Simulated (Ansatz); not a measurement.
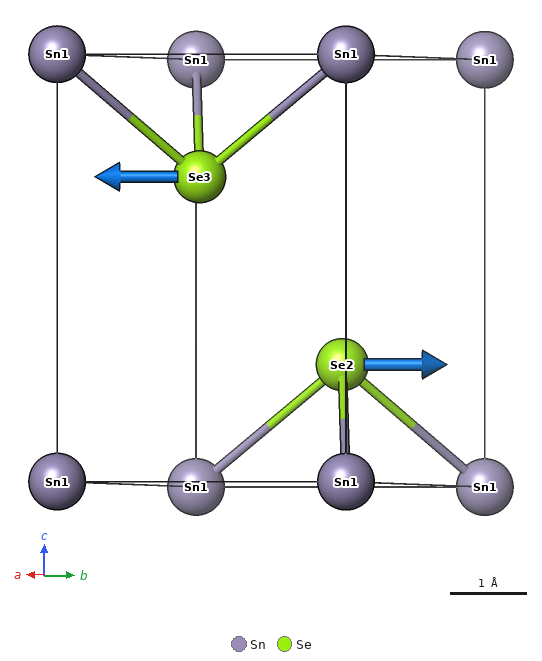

One vibrational mode of crystalline SnSe2 relaxed at 3 GPa at the zone centre. Displacements are drawn as blue arrows; their common scale and sign are arbitrary. A ball-and-stick model of the cell of the calculation, seen from a free direction.

Level of theory: Ansatz 0.2.0, DFT PBE+D3(BJ), scalar-relativistic, plane waves, PAW.

Input
```yaml
crystal:
  lattice:
    - [3.8097872055, 0.0, 0.0]
    - [-1.9048936027, 3.2993725029, 0.0]
    - [0.0, 0.0, 5.6370218781]
  atoms:
    - { symbol: Sn, position: [0.0, 0.0, 0.0] }
    - { symbol: Se, position: [0.3333333333, 0.6666666667, 0.2824515702] }
    - { symbol: Se, position: [0.6666666667, 0.3333333333, 0.7175484298] }
basis:
  ecutwfc: 420
kpoints:
  mp_grid: { grid: [12, 12, 8] }
hamiltonian:
  xc: pbe
  dispersion: d3bj
scf:
  occupations: { method: fermi_dirac, width: 0.15 }
output:
  eigenvalues: true
phonons:
  method: dfpt
  eigenvectors: true
```

Run as
```bash
ansatz run input.yaml --threads 1 --pin off --max-ram 3072MiB --backend cpu --events-out ev --progress --plain --runs-dir out
```

The frequencies depend somewhat on the k-mesh and the smearing.

Q: Give the symmetry, activity and frequency of this mode.

A: This is the E_g mode (doubly degenerate; one member of the set is drawn) at 139 cm⁻¹, the lowest optical level, Raman-active by symmetry. The Sn atoms stay at rest; all motion is along b; atoms of one kind move against one another, with no net shift of their sublattice.
